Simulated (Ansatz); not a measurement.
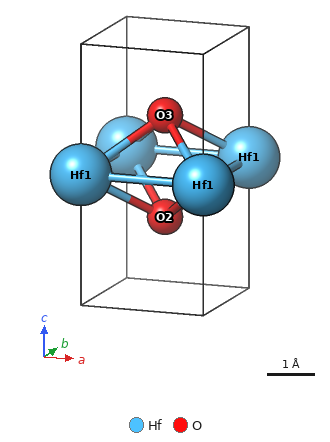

**Figure 1.** The structure as given in the input (ball-and-stick view of the cell of the calculation, seen slightly off an axis; atoms are numbered from 1 in the order of the input). An atom can appear more than once, as a periodic image.

**Geometry relaxation, with input and output: HfO2 (part 1 of 2)**

HfO2 (P4/mmm, 3 atoms in the cell), computed with DFT PBE, scalar-relativistic, plane waves, PAW, no spin polarisation (Ansatz 0.2.0).

The structure was made by a generator, so it may or may not be a known phase. Figures and captions count atoms from 1; the log counts them from 0 in places.

**Input**
```yaml
crystal:
  lattice:
    - [2.7951717719, 0.0, 0.0]
    - [0.0, 2.7951717719, 0.0]
    - [0.0, 0.0, 5.7400651503]
  atoms:
    - { symbol: Hf, position: [0.0, 0.0, 0.5] }
    - { symbol: O, position: [0.5, 0.5, 0.3057067806] }
    - { symbol: O, position: [0.5, 0.5, 0.6942932194] }
basis:
  ecutwfc: 420
kpoints:
  mp_grid: { grid: [16, 16, 8] }
hamiltonian:
  xc: pbe
scf:
  occupations: { method: gaussian, width: 0.1 }
output:
  forces: true
  stress: true
  eigenvalues: true
  write_density: true
  write_potential: true
  elf: true
  volumetric_format: npy
relax:
  adjacent_minimum: "off"
  f_tol: 0.01
  max_steps: 80
  cell: { stress_tol: 0.05 }
```

Run as:
```bash
ansatz run input.yaml --threads 1 --pin off --max-ram 2560MiB --backend cpu --events-out ev --progress --plain --runs-dir out
```

**What the program printed**
```
Engine: ansatz 0.2.0, x86_64-unknown-linux-gnu
Pseudopotentials: kind: paw
Pseudopotential: Hf, paw, valence charge 26, recommended cutoff 420 eV (normal), Hf.paw.azcp
Pseudopotential: O, paw, valence charge 6, recommended cutoff 420 eV (normal), O.paw.azcp
Functional definition: PBE
  parameter kappa = 0.804
  parameter beta = 0.06672455060314922
  exchange = pbe_x(kappa = kappa, mu = beta*pi^2/3)
  correlation = pbe_c(beta = beta)
Crystal: 3 atoms, lattice volume = 44.847 Å³
Basis set: ecut = 420 eV, 903 PW (Γ), exchange–correlation on 40×40×80 points (8 copies of the dense FFT grid, shifted against one another)
Bands: 23, of which v1, the nominal top of the filled ones, is band 19 counted from 1 (18 counted from 0)
Symmetry: 16 space group operations
Space group: P4/mmm (ITA 123), of the structure as read, at distance tolerance 3.6e-5 Å
k-points: 225 of 2048
Non-local potential: Hf, projectors of the file, l = 0: 3, l = 1: 2, l = 2: 2, l = 3: 3
Non-local potential: O, projectors of the file, l = 0: 2, l = 1: 2, l = 2: 1
PAW form: soft (Blöchl's): semilocal exchange-correlation on the pseudo side does not see the compensation charge
PAW one-centre angular grid: Hf, 590 points (default); XC on 64 Gauss nodes
PAW one-centre angular grid: O, 110 points (default); XC on 64 Gauss nodes
Initial density: superposition of atomic densities (neutral atoms: chi_scale 0, normalization atom), corrected by the library's trained network
Initial wavefunctions: pseudopotential atomic-orbital guess
Functional: x = pbe(κ = 0.804, μ = 0.2195149727645171), c = pbe(β = 0.06672455060314922)
SCF iter   1: F=—  HF=-16858.066467 eV  |F-HF|=—  |Δ(HF+E_count)|=         —  Δρ=1.08e-2  dr2=3.56e-2  ethr=1.77e-3  ⟨swp⟩=6.0  Hψ=21715  notcnv=0
preconditioner: auto → LDOS  [metal: Δε(μ)=0.010 eV  Ē_g=17.524 eV  σ=0.100 eV  W_gap=0.06  n_scr=16 (ndim 8)  ℏωp=33.3 eV  f_vac=0.301  D(μ)=1.13/eV (n_scr^D=2)  β→1.0]
SCF iter   2: F=—  HF=-16858.055715 eV  |F-HF|=—  |Δ(HF+E_count)|=   1.08e-2  Δρ=4.65e-3  dr2=9.30e-3  ethr=9.36e-5  ⟨swp⟩=2.0  Hψ=11786  notcnv=0
SCF iter   3: F=—  HF=-16858.054296 eV  |F-HF|=—  |Δ(HF+E_count)|=   1.42e-3  Δρ=2.58e-3  dr2=3.05e-3  ethr=2.45e-5  ⟨swp⟩=2.0  Hψ=9565  notcnv=0
SCF iter   4: F=—  HF=-16858.053564 eV  |F-HF|=—  |Δ(HF+E_count)|=   7.32e-4  Δρ=3.20e-4  dr2=3.25e-5  ethr=8.04e-6  ⟨swp⟩=2.4  Hψ=8966  notcnv=0
SCF iter   5: F=—  HF=-16858.053465 eV  |F-HF|=—  |Δ(HF+E_count)|=   9.84e-5  Δρ=9.65e-5  dr2=2.99e-6  ethr=8.54e-8  ⟨swp⟩=2.6  Hψ=9655  notcnv=0
SCF iter   6: F=—  HF=-16858.053468 eV  |F-HF|=—  |Δ(HF+E_count)|=   2.53e-6  Δρ=3.41e-5  dr2=3.44e-7  ethr=7.88e-9  ⟨swp⟩=2.0  Hψ=9461  notcnv=0
SCF iter   7: F=-16858.053468 eV  HF=-16858.053468 eV  |F-HF|=3.78e-10  |Δ(HF+E_count)|=   2.11e-7  Δρ=1.19e-5  dr2=4.57e-8  ethr=2.63e-10  ⟨swp⟩=12.0  Hψ=48939  notcnv=0
SCF 1 converged in 7 iterations: F = -16858.053468 eV  dr2 = 4.57e-8
  Residual-converged pass: ⟨swp⟩=1.0  Hψ=6080  notcnv=0  max |occ|·‖R‖ = 7.1e-9 eV (tolerance 1.0e-8 eV)  dr2=4.57e-8  dr2_onsite=5.58e-9  max |Δocc| = 2.0e-11
  greatest PAW one-centre occupation: 0.999 electrons in one spin orbital (limit 2), on the Hf atom at site 0 (counted from 0), in its partial waves of l = 3
relax step   1: F+E_penalty+E_count = -16858.05346771 eV  Δ(F+E_penalty+E_count) = +0.000e0 eV  max|allowed force component| = 3.188e-2 eV/Å  Δτ_max = 0.0000 Å  P = +0.103 GPa  Ω = 44.847 Å³  (7 SCF iters, dr2 threshold 1.00e-7 eV, accepted)
Crystal: 3 atoms, lattice volume = 45.086 Å³
Initial density: handed on by an earlier stage of this run
Initial wavefunctions: those handed on with the density
iter 1 solved again at ethr=9.05e-7 eV; its pass at ethr=3.10e-3 eV (dr2=3.44e-4 eV) is discarded
SCF iter   1: F=—  HF=-16858.053107 eV  |F-HF|=—  |Δ(HF+E_count)|=         —  Δρ=1.12e-3  dr2=3.44e-4  ethr=9.05e-7  ⟨swp⟩=3.0  Hψ=30935  notcnv=0
preconditioner: auto → LDOS  [metal: Δε(μ)=0.008 eV  Ē_g=17.525 eV  σ=0.100 eV  W_gap=0.04  n_scr=16 (ndim 8)  ℏωp=33.2 eV  f_vac=0.304  D(μ)=1.06/eV (n_scr^D=2)  β→1.0]
SCF iter   2: F=—  HF=-16858.053198 eV  |F-HF|=—  |Δ(HF+E_count)|=   9.01e-5  Δρ=9.04e-4  dr2=4.78e-4  ethr=9.04e-7  ⟨swp⟩=2.4  Hψ=9443  notcnv=0
SCF iter   3: F=—  HF=-16858.053099 eV  |F-HF|=—  |Δ(HF+E_count)|=   9.83e-5  Δρ=3.86e-4  dr2=6.76e-5  ethr=9.04e-7  ⟨swp⟩=2.0  Hψ=8670  notcnv=0
SCF iter   4: F=—  HF=-16858.052997 eV  |F-HF|=—  |Δ(HF+E_count)|=   1.02e-4  Δρ=7.30e-5  dr2=2.15e-6  ethr=1.78e-7  ⟨swp⟩=2.7  Hψ=9110  notcnv=0
SCF iter   5: F=-16858.052997 eV  HF=-16858.052997 eV  |F-HF|=1.16e-7  |Δ(HF+E_count)|=   1.91e-7  Δρ=1.43e-5  dr2=6.71e-8  ethr=7.89e-10  ⟨swp⟩=10.3  Hψ=45307  notcnv=0
SCF 2 converged in 5 iterations: F = -16858.052997 eV  dr2 = 6.71e-8
relax step   2: F+E_penalty+E_count = -16858.05299664 eV  Δ(F+E_penalty+E_count) = +4.711e-4 eV  max|allowed force component| = 6.227e-2 eV/Å  Δτ_max = 0.0047 Å  P = +0.132 GPa  Ω = 45.086 Å³  energy of the carried Pulay correction = -8.762e-4 eV  (5 SCF iters, dr2 threshold 3.00e-7 eV, accepted)
[... from here on the SCF iterations and repeated set-up lines of each step are left out, up to the last step ...]
SCF 3 converged in 5 iterations: F = -16858.052146 eV  dr2 = 2.07e-7
relax step   3: F+E_penalty+E_count = -16858.05214642 eV  Δ(F+E_penalty+E_count) = +8.502e-4 eV  max|allowed force component| = 2.383e-2 eV/Å  Δτ_max = 0.0086 Å  P = -0.070 GPa  Ω = 45.443 Å³  energy of the carried Pulay correction = -2.176e-3 eV  (5 SCF iters, dr2 threshold 2.92e-7 eV, accepted)
SCF 4 converged in 5 iterations: F = -16858.051836 eV  dr2 = 2.77e-8
relax step   4: F+E_penalty+E_count = -16858.05183624 eV  Δ(F+E_penalty+E_count) = +3.102e-4 eV  max|allowed force component| = 7.954e-3 eV/Å  Δτ_max = 0.0041 Å  P = +0.114 GPa  Ω = 45.542 Å³  energy of the carried Pulay correction = -2.533e-3 eV  (5 SCF iters, dr2 threshold 3.55e-8 eV, accepted)
SCF 5 converged in 5 iterations: F = -16858.051615 eV  dr2 = 5.10e-9
relax step   5: F+E_penalty+E_count = -16858.05161512 eV  Δ(F+E_penalty+E_count) = +2.211e-4 eV  max|allowed force component| = 3.447e-4 eV/Å  Δτ_max = 0.0008 Å  P = -0.009 GPa  Ω = 45.607 Å³  energy of the carried Pulay correction = -2.766e-3 eV  (5 SCF iters, dr2 threshold 4.30e-8 eV, accepted)
SCF 6 converged in 7 iterations: F = -16858.055001 eV  dr2 = 3.12e-12
relax step   6: F+E_penalty+E_count = -16858.05500066 eV  Δ(F+E_penalty+E_count) = -3.386e-3 eV  max|allowed force component| = 1.349e-3 eV/Å  Δτ_max = 0.0000 Å  P = +0.111 GPa  Ω = 45.607 Å³  stress off target by 2.35e-1 GPa  SCF on the basis re-selected at this cell (its energy is not comparable with the rows above)  (7 SCF iters)
SCF 7 converged in 6 iterations: F = -16858.053452 eV  dr2 = 4.79e-8
relax step   7: F+E_penalty+E_count = -16858.05345172 eV  Δ(F+E_penalty+E_count) = +1.549e-3 eV  max|allowed force component| = 8.303e-3 eV/Å  Δτ_max = 0.0134 Å  P = +0.031 GPa  Ω = 46.161 Å³  energy of the carried Pulay correction = -2.032e-3 eV  (6 SCF iters, dr2 threshold 1.38e-7 eV, accepted)
SCF 8 converged in 5 iterations: F = -16858.053194 eV  dr2 = 7.26e-9
relax step   8: F+E_penalty+E_count = -16858.05319415 eV  Δ(F+E_penalty+E_count) = +2.576e-4 eV  max|allowed force component| = 2.505e-4 eV/Å  Δτ_max = 0.0015 Å  P = -0.001 GPa  Ω = 46.235 Å³  energy of the carried Pulay correction = -2.301e-3 eV  (5 SCF iters, dr2 threshold 2.39e-8 eV, accepted)
SCF 9 converged in 7 iterations: F = -16858.055803 eV  dr2 = 2.12e-12
relax step   9: F+E_penalty+E_count = -16858.05580319 eV  Δ(F+E_penalty+E_count) = -2.609e-3 eV  max|allowed force component| = 9.584e-4 eV/Å  Δτ_max = 0.0000 Å  P = +0.092 GPa  Ω = 46.235 Å³  stress off target by 1.70e-1 GPa  SCF on the basis re-selected at this cell (its energy is not comparable with the rows above)  (7 SCF iters)
SCF 10 converged in 6 iterations: F = -16858.054870 eV  dr2 = 1.55e-8
relax step  10: F+E_penalty+E_count = -16858.05487041 eV  Δ(F+E_penalty+E_count) = +9.328e-4 eV  max|allowed force component| = 1.455e-3 eV/Å  Δτ_max = 0.0075 Å  P = +0.045 GPa  Ω = 46.561 Å³  energy of the carried Pulay correction = -1.201e-3 eV  (6 SCF iters, dr2 threshold 7.22e-8 eV, accepted)
SCF 11 converged in 6 iterations: F = -16858.053770 eV  dr2 = 1.43e-8
relax step  11: F+E_penalty+E_count = -16858.05376998 eV  Δ(F+E_penalty+E_count) = +1.100e-3 eV  max|allowed force component| = 1.088e-3 eV/Å  Δτ_max = 0.0071 Å  P = +0.004 GPa  Ω = 46.871 Å³  energy of the carried Pulay correction = -2.385e-3 eV  (6 SCF iters, dr2 threshold 1.49e-8 eV, accepted)
SCF 12 converged in 7 iterations: F = -16858.056463 eV  dr2 = 1.16e-12
relax step  12: F+E_penalty+E_count = -16858.05646298 eV  Δ(F+E_penalty+E_count) = -2.693e-3 eV  max|allowed force component| = 2.369e-4 eV/Å  Δτ_max = 0.0000 Å  P = +0.050 GPa  Ω = 46.871 Å³  stress off target by 1.27e-1 GPa  SCF on the basis re-selected at this cell (its energy is not comparable with the rows above)  (7 SCF iters)
SCF 13 converged in 6 iterations: F = -16858.055270 eV  dr2 = 1.85e-8
relax step  13: F+E_penalty+E_count = -16858.05526963 eV  Δ(F+E_penalty+E_count) = +1.193e-3 eV  max|allowed force component| = 2.697e-4 eV/Å  Δτ_max = 0.0085 Å  P = +0.023 GPa  Ω = 47.250 Å³  energy of the carried Pulay correction = -1.391e-3 eV  (6 SCF iters, dr2 threshold 4.02e-8 eV, accepted)
SCF 14 converged in 8 iterations: F = -16858.054536 eV  dr2 = 5.39e-12
relax step  14: F+E_penalty+E_count = -16858.05453648 eV  Δ(F+E_penalty+E_count) = +7.332e-4 eV  max|allowed force component| = 1.825e-3 eV/Å  Δτ_max = 0.0043 Å  P = -0.001 GPa  Ω = 47.447 Å³  energy of the carried Pulay correction = -2.148e-3 eV  (8 SCF iters, accepted)
SCF 15 converged in 7 iterations: F = -16858.056822 eV  dr2 = 2.47e-12
relax step  15: F+E_penalty+E_count = -16858.05682197 eV  Δ(F+E_penalty+E_count) = -2.285e-3 eV  max|allowed force component| = 1.008e-3 eV/Å  Δτ_max = 0.0000 Å  P = +0.018 GPa  Ω = 47.447 Å³  stress off target by 9.56e-2 GPa  SCF on the basis re-selected at this cell (its energy is not comparable with the rows above)  (7 SCF iters)
SCF 16 converged in 6 iterations: F = -16858.055472 eV  dr2 = 1.90e-8
relax step  16: F+E_penalty+E_count = -16858.05547174 eV  Δ(F+E_penalty+E_count) = +1.350e-3 eV  max|allowed force component| = 1.210e-2 eV/Å  Δτ_max = 0.0086 Å  P = -0.010 GPa  Ω = 47.848 Å³  energy of the carried Pulay correction = -1.466e-3 eV  (6 SCF iters, dr2 threshold 2.29e-8 eV, accepted)
SCF 17 converged in 6 iterations: F = -16858.055060 eV  dr2 = 2.15e-9
relax step  17: F+E_penalty+E_count = -16858.05506005 eV  Δ(F+E_penalty+E_count) = +4.117e-4 eV  max|allowed force component| = 1.833e-2 eV/Å  Δτ_max = 0.0028 Å  P = -0.017 GPa  Ω = 47.954 Å³  energy of the carried Pulay correction = -1.864e-3 eV  (6 SCF iters, dr2 threshold 1.80e-8 eV, rejected (line search))
SCF 18 converged in 8 iterations: F = -16858.055384 eV  dr2 = 9.90e-13
relax step  18: F+E_penalty+E_count = -16858.05538425 eV  Δ(F+E_penalty+E_count) = +8.749e-5 eV  max|allowed force component| = 2.487e-5 eV/Å  Δτ_max = 0.0008 Å  P = +0.001 GPa  Ω = 47.873 Å³  energy of the carried Pulay correction = -1.560e-3 eV  (8 SCF iters, accepted)
SCF 19 converged in 7 iterations: F = -16858.057001 eV  dr2 = 5.69e-13
relax step  19: F+E_penalty+E_count = -16858.05700134 eV  Δ(F+E_penalty+E_count) = -1.617e-3 eV  max|allowed force component| = 6.549e-4 eV/Å  Δτ_max = 0.0000 Å  P = +0.013 GPa  Ω = 47.873 Å³  stress off target by 6.24e-2 GPa  SCF on the basis re-selected at this cell (its energy is not comparable with the rows above)  (7 SCF iters)
SCF 20 converged in 7 iterations: F = -16858.055901 eV  dr2 = 1.36e-9
relax step  20: F+E_penalty+E_count = -16858.05590072 eV  Δ(F+E_penalty+E_count) = +1.101e-3 eV  max|allowed force component| = 1.814e-3 eV/Å  Δτ_max = 0.0072 Å  P = +0.017 GPa  Ω = 48.198 Å³  energy of the carried Pulay correction = -1.176e-3 eV  (7 SCF iters, dr2 threshold 9.74e-9 eV, accepted)
SCF 21 converged in 7 iterations: F = -16858.057154 eV  dr2 = 3.62e-13
relax step  21: F+E_penalty+E_count = -16858.05715359 eV  Δ(F+E_penalty+E_count) = -1.253e-3 eV  max|allowed force component| = 1.394e-3 eV/Å  Δτ_max = 0.0000 Å  P = +0.026 GPa  Ω = 48.198 Å³  stress off target by 6.33e-2 GPa  SCF on the basis re-selected at this cell (its energy is not comparable with the rows above)  (7 SCF iters)
SCF 22 converged in 6 iterations: F = -16858.056400 eV  dr2 = 5.83e-9
relax step  22: F+E_penalty+E_count = -16858.05640044 eV  Δ(F+E_penalty+E_count) = +7.532e-4 eV  max|allowed force component| = 6.722e-4 eV/Å  Δτ_max = 0.0047 Å  P = -0.002 GPa  Ω = 48.423 Å³  energy of the carried Pulay correction = -7.996e-4 eV  (6 SCF iters, dr2 threshold 1.00e-8 eV, accepted)
SCF 23 converged in 8 iterations: F = -16858.056120 eV  dr2 = 1.57e-12
relax step  23: F+E_penalty+E_count = -16858.05611973 eV  Δ(F+E_penalty+E_count) = +2.807e-4 eV  max|allowed force component| = 1.330e-3 eV/Å  Δτ_max = 0.0018 Å  P = +0.017 GPa  Ω = 48.500 Å³  energy of the carried Pulay correction = -1.083e-3 eV  (8 SCF iters, accepted)
iter 1 solved again at ethr=2.16e-8 eV; its pass at ethr=3.10e-3 eV (dr2=8.21e-6 eV) is discarded
SCF iter   1: F=—  HF=-16858.057223 eV  |F-HF|=—  |Δ(HF+E_count)|=         —  Δρ=7.34e-5  dr2=2.73e-7  ethr=2.16e-8  ⟨swp⟩=5.3  Hψ=42134  notcnv=0
preconditioner: auto → LDOS  [metal: Δε(μ)=0.008 eV  Ē_g=17.521 eV  σ=0.100 eV  W_gap=0.05  n_scr=16 (ndim 8)  ℏωp=32.0 eV  f_vac=0.343  D(μ)=1.12/eV (n_scr^D=4)  β→1.0]
SCF iter   2: F=—  HF=-16858.057248 eV  |F-HF|=—  |Δ(HF+E_count)|=   2.44e-5  Δρ=3.59e-5  dr2=5.33e-7  ethr=7.19e-10  ⟨swp⟩=3.0  Hψ=11735  notcnv=0
SCF iter   3: F=—  HF=-16858.057248 eV  |F-HF|=—  |Δ(HF+E_count)|=   1.11e-7  Δρ=1.73e-5  dr2=2.03e-7  ethr=7.19e-10  ⟨swp⟩=2.0  Hψ=9470  notcnv=0
SCF iter   4: F=—  HF=-16858.057248 eV  |F-HF|=—  |Δ(HF+E_count)|=   5.49e-8  Δρ=3.91e-6  dr2=8.60e-9  ethr=5.35e-10  ⟨swp⟩=2.9  Hψ=9938  notcnv=0
SCF iter   5: F=—  HF=-16858.057248 eV  |F-HF|=—  |Δ(HF+E_count)|=  5.46e-10  Δρ=1.18e-6  dr2=6.67e-10  ethr=2.26e-11  ⟨swp⟩=2.1  Hψ=9257  notcnv=0
SCF iter   6: F=-16858.057248 eV  HF=-16858.057248 eV  |F-HF|=2.18e-11  |Δ(HF+E_count)|=  1.02e-10  Δρ=1.72e-7  dr2=1.14e-11  ethr=1.00e-12  ⟨swp⟩=7.3  Hψ=36415  notcnv=0
SCF 24 converged in 6 iterations: F = -16858.057248 eV  dr2 = 1.14e-11
relax step  24: F+E_penalty+E_count = -16858.05724766 eV  Δ(F+E_penalty+E_count) = -1.128e-3 eV  max|allowed force component| = 8.692e-4 eV/Å  Δτ_max = 0.0000 Å  P = +0.023 GPa  Ω = 48.500 Å³  stress off target by 4.55e-2 GPa  SCF on the basis re-selected at this cell (its energy is not comparable with the rows above)  (6 SCF iters)
```

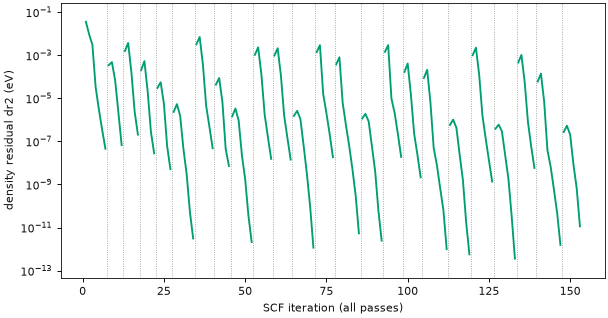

**Figure 2.** Convergence of the self-consistent field: density residual dr2 against the SCF iteration. The dotted lines part the SCF passes of the relaxation: geometry steps, rejected trials and re-solves on a re-selected basis. The 24 passes take 5 to 8 iterations each, 153 in all.

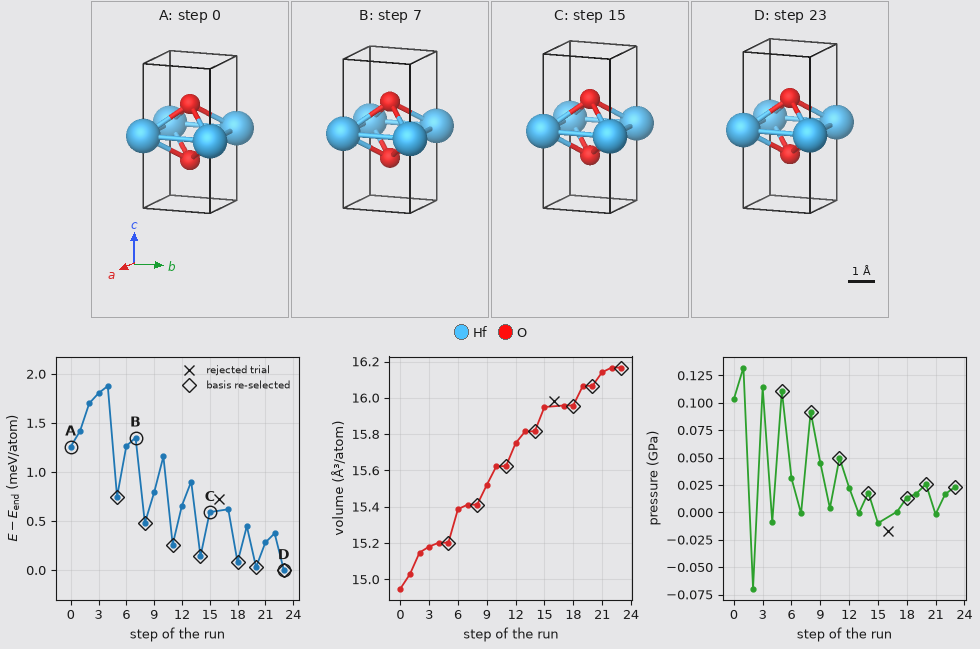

**Figure 3.** Frames of the relaxation (ball-and-stick view of the cell of the calculation, seen slightly off an axis) above the curves, on which the letters mark them (the first geometry is step 0 here and step 1 in the log).

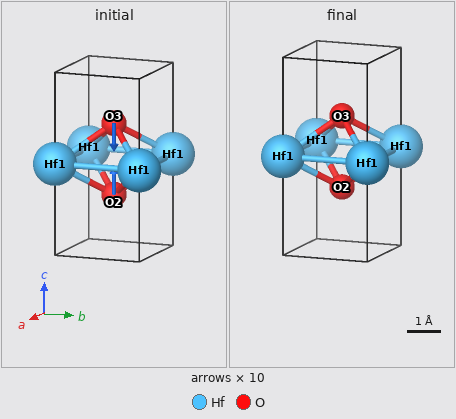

**Figure 4.** Before (left) and after (right) the relaxation, at one scale (ball-and-stick view of the cell of the calculation, seen slightly off an axis). The blue arrows give the displacements (without the part carried along by the change of the cell), magnified 10 times. The largest moves relative to the cell, 0.090 Å, are those of O2 and O3. Hf stays in place. The drawn cell changes as follows: a = b 2.795 → 2.794 Å (0.0 %), c 5.740 → 6.212 Å (+8.2 %); the volume changes by +8.1 %. The space group stays P4/mmm (No. 123). After 16 geometry steps the energy has fallen by 0.9 meV per atom. The largest force component goes from 0.032 to 0.00087 eV/Å. Pressure: 0.10 GPa at the start and 0.02 GPa at the end. The line search rejected the trial step at point 16 (counted from 0) and went back. 6 further SCFs at an unchanged geometry re-selected the plane-wave basis for the new cell. The energy change given includes the shifts at the re-selections in mid-walk, which come without any move. A last SCF at the same geometry on a re-selected plane-wave basis shifts the energy by −0.4 meV per atom. (Atoms are counted from 1 in the order of the input.)
